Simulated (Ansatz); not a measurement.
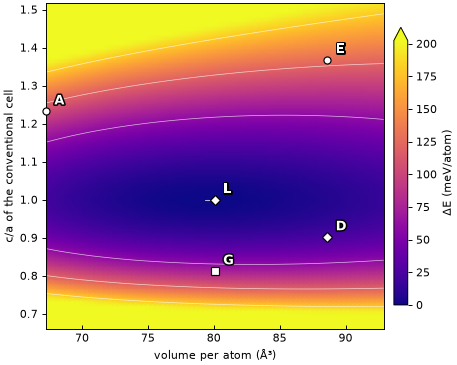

K (Pm-3m, No. 221; 1 atom in the cell). The energy is mapped over volume and the cell's shape. First axis: volume per atom. Second axis: c/a of the conventional cell. Nothing is relaxed (symmetry fixes all fractional coordinates). The grid has 7 × 9 points. Points are written as (first, second). Energies are in meV/atom, from the lowest grid point. All numbers below come from DFT r2SCAN, scalar-relativistic, plane waves, PAW in Ansatz 0.2.0. Settings: cutoff 500 eV, k-mesh 12×12×12, gaussian smearing 0.15 eV, no spin polarisation.

In the figure: a smooth colour map with a few white contour lines, one colour for all values above the top of the scale, lettered points. Between grid points the surface is interpolated.

Is L the lowest point of the computed grid?

Yes. L, at (80.1 Å³, 1.000), has the lowest energy of the grid.

Which space group has the cell at each letter?

A: P4/mmm; D: P4/mmm; E: P4/mmm; G: P4/mmm; L: Pm-3m.

What kind of point is each of E, G, L: minimum, saddle, maximum or slope?

E: on a slope; G: on a slope; L: minimum. (In these two coordinates alone; a stationary point may lie a little off the grid point.)
